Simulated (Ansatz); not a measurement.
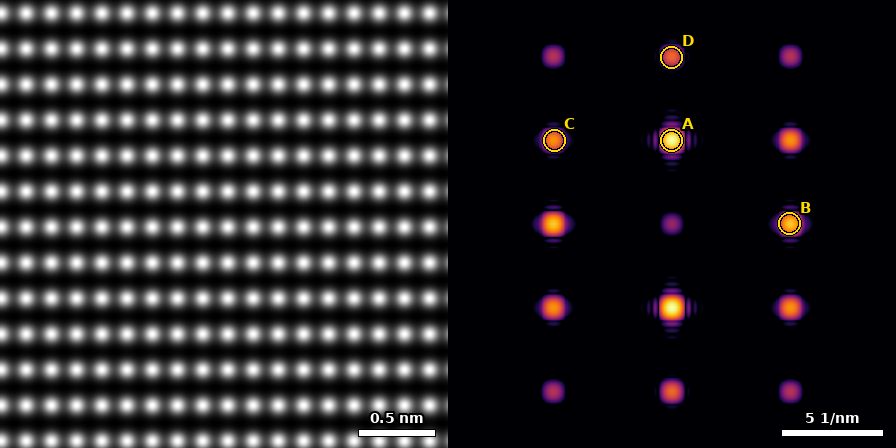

iDPC-like image of Ga (Im-3m, No. 229) along [110]. Simulated as the projected potential of neutral atoms (B = 0.8 Å²) blurred by a 0.76 Å probe, the thin-sample limit of integrated differential phase contrast. Atomic positions: the geometry relaxed with DFT PBE, scalar-relativistic, plane waves, PAW (Ansatz 0.2.0); the starting structure was generated, so it need not be a known form of this composition.

The right panel is the modulus of the image's Fourier transform on a logarithmic scale.

a = 3.377 Å, b = 3.377 Å, c = 3.377 Å, α = 90.00°, β = 90.00°, γ = 90.00°

**Index the marked spots and give their plane spacings (the zone axis points at the viewer; indices equivalent by symmetry, or all signs reversed, are as good).**

A: (1 -1 0), d = 2.39 Å; B: (002), d = 1.69 Å; C: (1 -1 -2), d = 1.38 Å; D: (2 -2 0), d = 1.19 Å. A and B enclose 90°, and every spot obeys the zone law hu + kv + lw = 0 for [110].
